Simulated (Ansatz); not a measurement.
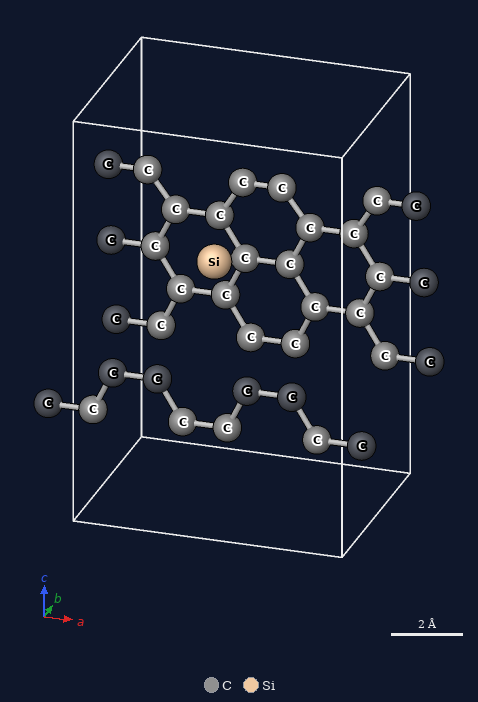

The starting structure (ball-and-stick view of the cell of the calculation, with the vacuum cut short, seen slightly off an axis; neighbours outside the cell are drawn fainter). An atom can appear more than once, as a periodic image.

# Geometry relaxation of SiC20 (part 1 of 2)

The run: geometry relaxation of SiC20 (slab, 21 atoms in the cell). Method and program: DFT LDA, scalar-relativistic, plane waves, PAW, PAW set soft_1, no spin polarisation (Ansatz 0.2.0).

The structure derives from a Materials Project entry. The input holds or restrains some coordinates. Forces given for the steps count only the free coordinates.

**Input file**
```yaml
crystal:
  lattice:
    - [8.4678362259, 0.0, 0.0]
    - [-2.1169590565, 8.6125407578, 0.0]
    - [0.0, 0.0, 20.238852219]
  atoms:
    - { symbol: C, position: [0.0782985465, 0.9798608525, 0.1976396664] }
    - { symbol: C, position: [0.5782985464, 0.9798608525, 0.1976396664] }
    - { symbol: C, position: [0.4116318798, 0.9798608525, 0.1976396664] }
    - { symbol: C, position: [0.9116318798, 0.9798608525, 0.1976396664] }
    - { symbol: C, position: [0.3232637596, 0.9597217051, 0.2574185988] }
    - { symbol: C, position: [0.8232637596, 0.9597217051, 0.2574185988] }
    - { symbol: C, position: [0.156597093, 0.9597217051, 0.2574185988] }
    - { symbol: C, position: [0.656597093, 0.9597217051, 0.2574185988] }
    - { symbol: C, position: [0.0672158667, 0.9395274142, 0.3171015104] }
    - { symbol: C, position: [0.5672158667, 0.9395274142, 0.3171015104] }
    - { symbol: C, position: [0.40254815, 0.9395274607, 0.3171013842] }
    - { symbol: C, position: [0.90254815, 0.9395274607, 0.3171013842] }
    - { symbol: C, position: [0.3115631202, 0.9192172007, 0.3770359519] }
    - { symbol: C, position: [0.8115631202, 0.9192172007, 0.3770359519] }
    - { symbol: C, position: [0.1480469498, 0.919217117, 0.3770361882] }
    - { symbol: C, position: [0.6480469498, 0.919217117, 0.3770361882] }
    - { symbol: C, position: [0.0480834488, 0.90065881, 0.4317859592] }
    - { symbol: C, position: [0.5480834488, 0.90065881, 0.4317859592] }
    - { symbol: C, position: [0.4022483205, 0.9006591698, 0.431785678] }
    - { symbol: C, position: [0.9022483205, 0.9006591698, 0.431785678] }
    - { symbol: Si, position: [0.4230834488, 1.40065881, 0.3790417662] }
basis:
  ecutwfc: 420
kpoints:
  mp_grid: { grid: [4, 3, 1] }
hamiltonian:
  xc: lda
  pseudopotentials: { kind: paw, azcp: { folder: soft_1 } }
scf:
  occupations: { method: gaussian, width: 0.1 }
output:
  forces: true
  eigenvalues: true
relax:
  adjacent_minimum: "off"
  f_tol: 0.025
  max_steps: 16
  constraints:
    - { sites: [0, 1, 2, 3, 4, 5, 6, 7, 8, 9, 10, 11, 12, 13, 14, 15, 16, 17, 18, 19] }
    - { sites: [20], fix: xy }
efield:
  axis: 3
  dipole_correction: true
  ramp_width: 0.04
```

Machine: 4 threads of Arm Neoverse N1, 98 GiB of memory available, shared host.

Command:
```bash
ansatz run input.yaml --threads 4 --pin off --max-ram 12288MiB --backend cpu --events-out ev --progress --plain --runs-dir out
```

**Output**
```
Warning: [file] the record states the generating functional pbe (its physics header spells it `PBE`), which answers neither for hamiltonian.xc's functional nor for the lda family's — results may be inconsistent (PPs are generated against a specific XC)
Warning: [file] the record states the generating functional pbe (its physics header spells it `PBE`), which answers neither for hamiltonian.xc's functional nor for the lda family's — results may be inconsistent (PPs are generated against a specific XC)
Engine: ansatz 0.2.0, aarch64-unknown-linux-gnu
Pseudopotentials: kind: paw
Pseudopotential: C, paw, valence charge 4, recommended cutoff 420 eV (normal), [file]
Pseudopotential: Si, paw, valence charge 4, recommended cutoff 420 eV (normal), [file]
Functional definition: SPW92
  exchange = slater_x
  correlation = pw_c
Crystal: 21 atoms, lattice volume = 1476.011 Å³
Basis set: ecut = 420 eV, 28845 PW (Γ)
Bands: 63, of which v1, the nominal top of the filled ones, is band 42 counted from 1 (41 counted from 0)
Symmetry: 1 space group operations
Space group: P1 (ITA 1), of the structure as read, at distance tolerance 1.1e-4 Å
k-points: 7 of 12 (time reversal used)
Non-local potential: C, projectors of the file, l = 0: 2, l = 1: 2, l = 2: 1
Non-local potential: Si, projectors of the file, l = 0: 2, l = 1: 2, l = 2: 1
PAW form: soft (Blöchl's): semilocal exchange-correlation on the pseudo side does not see the compensation charge
PAW frozen core: C, regenerated for the run's functional, and the local potential with it (the file was generated under x = pbe(κ = 0.804, μ = 0.2195149727645171), c = pbe(β = 0.06672455060314922))
PAW frozen core: Si, regenerated for the run's functional, and the local potential with it (the file was generated under x = pbe(κ = 0.804, μ = 0.2195149727645171), c = pbe(β = 0.06672455060314922))
PAW one-centre angular grid: C, 110 points (default); XC on 64 Gauss nodes
PAW one-centre angular grid: Si, 110 points (default); XC on 64 Gauss nodes
Initial wavefunctions: pseudopotential atomic-orbital guess
Functional: x = slater, c = lda
SCF iter   1: F=—  HF=-5463.588187 eV  |F-HF|=—  |Δ(HF+E_count)|=         —  Δρ=4.99e-2  dr2=5.82e1  ethr=3.10e-3  p=0.000 e·Å  D=1.39e-7 V/Å  ΔV_dip=-0.00 eV  dr2_dipole=1.33e0  V_vac-E_F(+/−)=7.88/7.88 eV  ⟨swp⟩=11.4  Hψ=2670  notcnv=0  defer=34
efield: sawtooth ramp at fractional position 0.7947 (placed from the atoms, in the widest stretch of the axis that holds none; the zero of the levels goes with the place), width 0.0400; the density the first Hamiltonian is built on has a dipole p = 0.000 e·Å; the dipole correction subtracts the counter field D = 1.39e-7 V/Å, which shifts the + side's vacuum level by -0.00 eV against the − side's; the planar-averaged density in the ramp window peaks in size at 2.8e-7 e/Å³
preconditioner: auto → LDOS  [insulator: Δε(μ)=0.224 eV  Ē_g=11.475 eV  σ=0.100 eV  W_gap=0.88  n_scr=118 (ndim 8)  ℏωp=7.8 eV  f_vac=0.726  D(μ)=2.24/eV (n_scr^D=2)  ε∞_Penn≈1.5  β→1.0]
SCF iter   2: F=—  HF=-5535.327592 eV  |F-HF|=—  |Δ(HF+E_count)|=    7.17e1  Δρ=1.03e-1  dr2=1.13e3  ethr=3.10e-3  p=2.212 e·Å  D=2.71e-1 V/Å  ΔV_dip=-5.49 eV  dr2_dipole=6.19e1  V_vac-E_F(+/−)=2.07/7.56 eV  ⟨swp⟩=17.9  Hψ=4906  notcnv=0  defer=96  recentre
SCF iter   3: F=—  HF=-5451.678811 eV  |F-HF|=—  |Δ(HF+E_count)|=    8.36e1  Δρ=3.13e-2  dr2=3.38e1  ethr=3.10e-3  p=-0.048 e·Å  D=-5.91e-3 V/Å  ΔV_dip=0.12 eV  dr2_dipole=1.72e0  V_vac-E_F(+/−)=6.96/6.84 eV  ⟨swp⟩=13.0  Hψ=3358  notcnv=0  defer=76
SCF iter   4: F=—  HF=-5442.448866 eV  |F-HF|=—  |Δ(HF+E_count)|=    9.23e0  Δρ=1.10e-2  dr2=1.21e1  ethr=3.10e-3  p=0.213 e·Å  D=2.61e-2 V/Å  ΔV_dip=-0.53 eV  dr2_dipole=6.82e-1  V_vac-E_F(+/−)=5.11/5.64 eV  ⟨swp⟩=3.7  Hψ=1003  notcnv=0  defer=86
SCF iter   5: F=—  HF=-5442.005739 eV  |F-HF|=—  |Δ(HF+E_count)|=   4.43e-1  Δρ=8.15e-3  dr2=4.27e0  ethr=3.10e-3  p=0.424 e·Å  D=5.19e-2 V/Å  ΔV_dip=-1.05 eV  dr2_dipole=3.03e-1  V_vac-E_F(+/−)=5.61/6.66 eV  ⟨swp⟩=3.1  Hψ=659  notcnv=0  defer=74
SCF iter   6: F=—  HF=-5441.800024 eV  |F-HF|=—  |Δ(HF+E_count)|=   2.06e-1  Δρ=6.75e-3  dr2=3.16e0  ethr=3.10e-3  p=0.371 e·Å  D=4.55e-2 V/Å  ΔV_dip=-0.92 eV  dr2_dipole=2.14e-1  V_vac-E_F(+/−)=5.51/6.43 eV  ⟨swp⟩=1.0  Hψ=511  notcnv=0  defer=74
SCF iter   7: F=—  HF=-5441.651962 eV  |F-HF|=—  |Δ(HF+E_count)|=   1.48e-1  Δρ=4.14e-3  dr2=3.94e-1  ethr=3.10e-3  p=0.300 e·Å  D=3.68e-2 V/Å  ΔV_dip=-0.74 eV  dr2_dipole=9.72e-3  V_vac-E_F(+/−)=5.31/6.06 eV  ⟨swp⟩=1.0  Hψ=361  notcnv=0  defer=74
SCF iter   8: F=—  HF=-5441.633112 eV  |F-HF|=—  |Δ(HF+E_count)|=   1.89e-2  Δρ=2.91e-3  dr2=7.75e-1  ethr=4.69e-4  p=0.299 e·Å  D=3.66e-2 V/Å  ΔV_dip=-0.74 eV  dr2_dipole=1.49e-1  V_vac-E_F(+/−)=5.25/5.99 eV  ⟨swp⟩=2.0  Hψ=591  notcnv=0  defer=80  recentre
SCF iter   9: F=—  HF=-5441.614174 eV  |F-HF|=—  |Δ(HF+E_count)|=   1.89e-2  Δρ=1.24e-3  dr2=9.14e-2  ethr=4.69e-4  p=0.338 e·Å  D=4.15e-2 V/Å  ΔV_dip=-0.84 eV  dr2_dipole=2.30e-2  V_vac-E_F(+/−)=5.20/6.04 eV  ⟨swp⟩=1.0  Hψ=361  notcnv=0  defer=80
SCF iter  10: F=—  HF=-5441.613215 eV  |F-HF|=—  |Δ(HF+E_count)|=   9.59e-4  Δρ=1.67e-3  dr2=6.83e-2  ethr=1.09e-4  p=0.383 e·Å  D=4.70e-2 V/Å  ΔV_dip=-0.95 eV  dr2_dipole=1.30e-4  V_vac-E_F(+/−)=5.15/6.11 eV  ⟨swp⟩=2.0  Hψ=427  notcnv=0  defer=80
SCF iter  11: F=—  HF=-5441.607842 eV  |F-HF|=—  |Δ(HF+E_count)|=   5.37e-3  Δρ=3.98e-4  dr2=9.90e-3  ethr=8.13e-5  p=0.394 e·Å  D=4.83e-2 V/Å  ΔV_dip=-0.98 eV  dr2_dipole=2.42e-3  V_vac-E_F(+/−)=5.12/6.10 eV  ⟨swp⟩=1.1  Hψ=362  notcnv=0  defer=80
SCF iter  12: F=—  HF=-5441.607548 eV  |F-HF|=—  |Δ(HF+E_count)|=   2.95e-4  Δρ=4.73e-4  dr2=1.65e-2  ethr=1.18e-5  p=0.409 e·Å  D=5.01e-2 V/Å  ΔV_dip=-1.01 eV  dr2_dipole=2.47e-3  V_vac-E_F(+/−)=5.09/6.10 eV  ⟨swp⟩=2.0  Hψ=504  notcnv=0  defer=80
SCF iter  13: F=—  HF=-5441.607260 eV  |F-HF|=—  |Δ(HF+E_count)|=   2.88e-4  Δρ=2.48e-4  dr2=1.61e-3  ethr=1.18e-5  p=0.419 e·Å  D=5.13e-2 V/Å  ΔV_dip=-1.04 eV  dr2_dipole=1.52e-4  V_vac-E_F(+/−)=5.08/6.12 eV  ⟨swp⟩=1.1  Hψ=362  notcnv=0  defer=80
SCF iter  14: F=—  HF=-5441.607140 eV  |F-HF|=—  |Δ(HF+E_count)|=   1.20e-4  Δρ=8.69e-5  dr2=5.56e-4  ethr=1.92e-6  p=0.423 e·Å  D=5.19e-2 V/Å  ΔV_dip=-1.05 eV  dr2_dipole=2.47e-5  V_vac-E_F(+/−)=5.07/6.12 eV  ⟨swp⟩=1.7  Hψ=523  notcnv=0  defer=80
SCF iter  15: F=—  HF=-5441.607143 eV  |F-HF|=—  |Δ(HF+E_count)|=   3.41e-6  Δρ=3.71e-5  dr2=9.16e-5  ethr=6.61e-7  p=0.425 e·Å  D=5.21e-2 V/Å  ΔV_dip=-1.05 eV  dr2_dipole=5.00e-6  V_vac-E_F(+/−)=5.07/6.12 eV  ⟨swp⟩=1.1  Hψ=362  notcnv=0  defer=80
SCF iter  16: F=-5441.607150 eV  HF=-5441.607150 eV  |F-HF|=5.48e-7  |Δ(HF+E_count)|=   7.25e-6  Δρ=1.47e-5  dr2=6.31e-6  ethr=1.86e-8  p=0.426 e·Å  D=5.22e-2 V/Å  ΔV_dip=-1.06 eV  dr2_dipole=2.39e-7  V_vac-E_F(+/−)=5.06/6.12 eV  ⟨swp⟩=30.3  Hψ=3925  notcnv=0
SCF 1 converged in 16 iterations: F = -5441.607150 eV  dr2 = 6.31e-6
  greatest PAW one-centre occupation: 0.763 electrons in one spin orbital (limit 2), on the Si atom at site 20 (counted from 0), in its partial waves of l = 0
relax step   1: F+E_penalty+E_count = -5441.60714976 eV  Δ(F+E_penalty+E_count) = +0.000e0 eV  max|allowed force component| = 2.024e-2 eV/Å  Δτ_max = 0.0000 Å  (16 SCF iters, dr2 threshold 1.56e-5 eV, accepted)
Initial density: handed on by an earlier stage of this run
Initial wavefunctions: those handed on with the density
iter 1 solved again at ethr=7.50e-9 eV; its pass at ethr=3.10e-3 eV (dr2=6.30e-6 eV) is discarded
SCF iter   1: F=—  HF=-5441.607150 eV  |F-HF|=—  |Δ(HF+E_count)|=         —  Δρ=1.47e-5  dr2=6.31e-6  ethr=7.50e-9  p=0.426 e·Å  D=5.22e-2 V/Å  ΔV_dip=-1.06 eV  dr2_dipole=2.40e-7  V_vac-E_F(+/−)=5.06/6.12 eV  ⟨swp⟩=1.0  Hψ=1078  notcnv=0
efield: sawtooth ramp at fractional position 0.7947 (handed on by an earlier solve), width 0.0400; the density the first Hamiltonian is built on has a dipole p = 0.426 e·Å; the dipole correction subtracts the counter field D = 5.22e-2 V/Å, which shifts the + side's vacuum level by -1.06 eV against the − side's; the planar-averaged density in the ramp window peaks in size at 4.9e-7 e/Å³
preconditioner: auto → LDOS  [insulator: Δε(μ)=0.227 eV  Ē_g=10.987 eV  σ=0.100 eV  W_gap=0.56  n_scr=118 (ndim 8)  ℏωp=8.7 eV  f_vac=0.747  D(μ)=32.40/eV (n_scr^D=202)  ε∞_Penn≈1.6  β→1.0]
SCF iter   2: F=—  HF=-5441.607154 eV  |F-HF|=—  |Δ(HF+E_count)|=   3.68e-6  Δρ=3.15e-5  dr2=1.96e-5  ethr=7.50e-9  p=0.426 e·Å  D=5.22e-2 V/Å  ΔV_dip=-1.06 eV  dr2_dipole=1.16e-8  V_vac-E_F(+/−)=5.06/6.12 eV  ⟨swp⟩=2.0  Hψ=607  notcnv=0  recentre
SCF iter   3: F=—  HF=-5441.607152 eV  |F-HF|=—  |Δ(HF+E_count)|=   1.53e-6  Δρ=7.98e-6  dr2=1.76e-6  ethr=7.50e-9  p=0.426 e·Å  D=5.22e-2 V/Å  ΔV_dip=-1.06 eV  dr2_dipole=2.31e-8  V_vac-E_F(+/−)=5.06/6.12 eV  ⟨swp⟩=2.0  Hψ=499  notcnv=0
SCF iter   4: F=—  HF=-5441.607153 eV  |F-HF|=—  |Δ(HF+E_count)|=   5.65e-7  Δρ=3.53e-6  dr2=3.88e-7  ethr=2.10e-9  p=0.426 e·Å  D=5.22e-2 V/Å  ΔV_dip=-1.06 eV  dr2_dipole=9.99e-11  V_vac-E_F(+/−)=5.06/6.12 eV  ⟨swp⟩=2.1  Hψ=423  notcnv=0
SCF iter   5: F=-5441.607153 eV  HF=-5441.607153 eV  |F-HF|=1.54e-8  |Δ(HF+E_count)|=   6.51e-8  Δρ=1.40e-6  dr2=5.55e-8  ethr=1.19e-10  p=0.426 e·Å  D=5.22e-2 V/Å  ΔV_dip=-1.06 eV  dr2_dipole=3.71e-9  V_vac-E_F(+/−)=5.06/6.12 eV  ⟨swp⟩=9.3  Hψ=2045  notcnv=0
SCF 2 converged in 5 iterations: F = -5441.607153 eV  dr2 = 5.55e-8
relax step   2: F+E_penalty+E_count = -5441.60715310 eV  Δ(F+E_penalty+E_count) = -3.338e-6 eV  max|allowed force component| = 2.022e-2 eV/Å  Δτ_max = 0.0000 Å  (5 SCF iters, accepted)
```

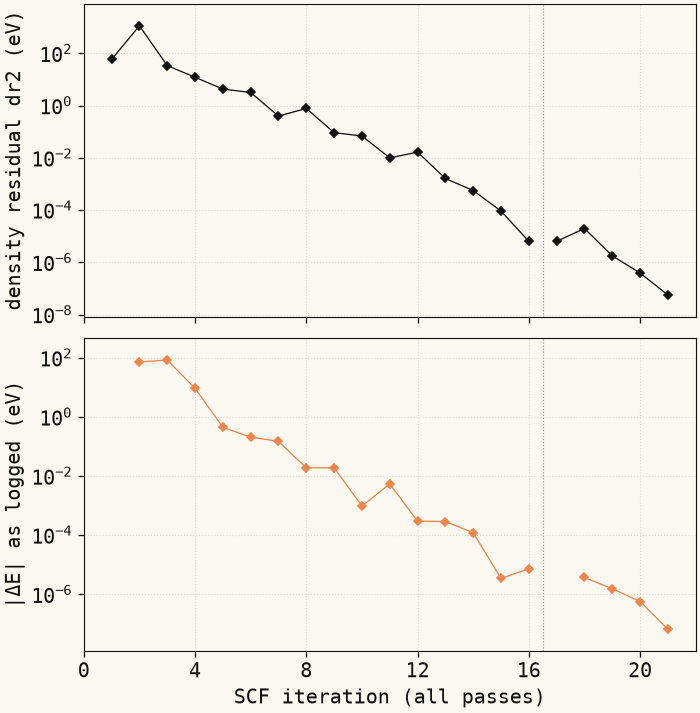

Convergence of the self-consistent field: density residual dr2 and size of the energy change against the SCF iteration. The dotted lines part the SCF passes of the relaxation: geometry steps, rejected trials and re-solves on a re-selected basis. The passes take 16 and 5 iterations.

```
SCF converged after 5 iterations
Free energy (F): -5441.607153 eV
Harris-Foulkes:  -5441.607153 eV  (|F-HF|=1.54e-8)
Internal energy: -5441.445138 eV  (E = F + TS)
E sigma→0 (E₀):  -5441.526145 eV
Entropy (-TS):   -0.162016 eV (-7.715 meV/atom)
Fermi energy:    -3.869308 eV
Dipole field:    D = 0.052255 V/Å  (p = 0.426243 e·Å, saw-weighted, corrected)
Work function:   Φ+ = 5.0631 eV   Φ− = 6.1207 eV
Levels:          The Fermi level and band energies are counted from a zero that moves with the ramp; work functions are not
--- Per-component energies (eV) ---
  E_band       = -992.054148
  E_kinetic    = 1779.000534
  E_local      = -24364.325307  (includes V_loc(G=0)·N_el)
  E_nonlocal   = 519.917592
  E_hartree    = 11207.972885
  E_xc         = -963.780407
  E_vxc        = -1168.749378  (∫ρ·V_xc dr)
  E_paw        = -2335.510343  (= ΣΔE_a)
  E_vpaw       = -173.463943  (= ΣTr[D̂ρ^β])
  E_aug_tail   = 0.000322  (compensation charges beyond the density's cutoff)
  E_efield     = 0.011137  (sawtooth field / dipole correction)
  E_vefield    = -0.375374  (∫n·V_field dr)
  E_ewald      = 8713.927470
  E_core_change = 1.340980  (= ΣΔE_core)
  E_smearing   = -0.162016  (= −TS)
  E_closure    = 0.000000  (closes the sum)
  Σ components = -5441.607153   (vs F -5441.607153, Δ=0.00e0)
```
